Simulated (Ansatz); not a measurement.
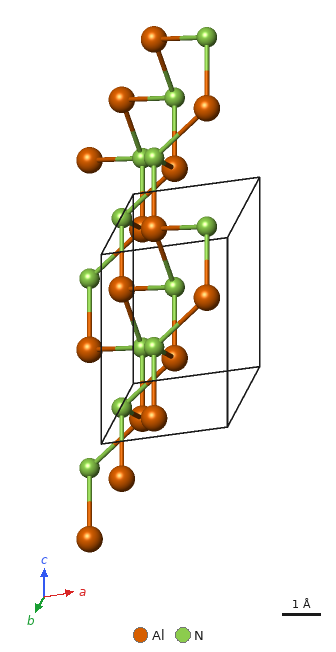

This is a symmetric starting cell of AlN (made from another compound by putting N in place of P). The picture is a ball-and-stick view of the cell of the calculation, repeated 1 × 3 × 2 with one cell outlined, seen from a free direction.

Computed with Ansatz 0.2.0, DFT PBEsol, scalar-relativistic, plane waves, PAW. Settings: plane-wave cutoff 420 eV; k-point mesh 9 × 9 × 6; occupations gaussian; smearing width 0.02 eV; no spin polarisation.

Change: All lengths are scaled by −2.7 % (volume −7.9 %), the atoms keeping their fractional coordinates. No relaxation follows. The starting cell wasn't computed here and needn't be at equilibrium, so pressure and forces aren't due to the change alone.

**Predict the response.**

The pressure is −32.7 GPa (not all of it need come from the change, since the unchanged cell can be under pressure at this level too). The principal stresses (compression positive) are −34.4 GPa along c and −31.9 GPa across it. The largest forces, 0.16 eV/Å, act on Al and N. Near-neighbour distances before and after: Al–N 2.145 → 2.086 to 2.094 Å. The space group stays P6_3mc (No. 186).

The changed structure in the same view:

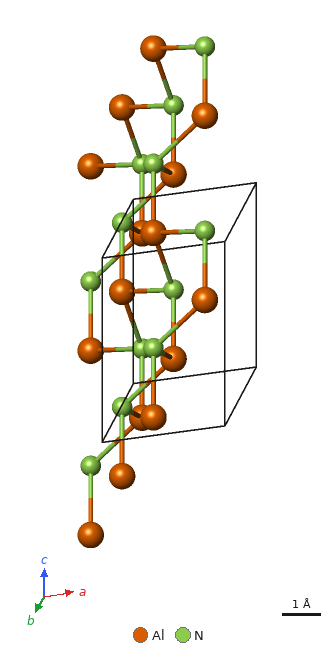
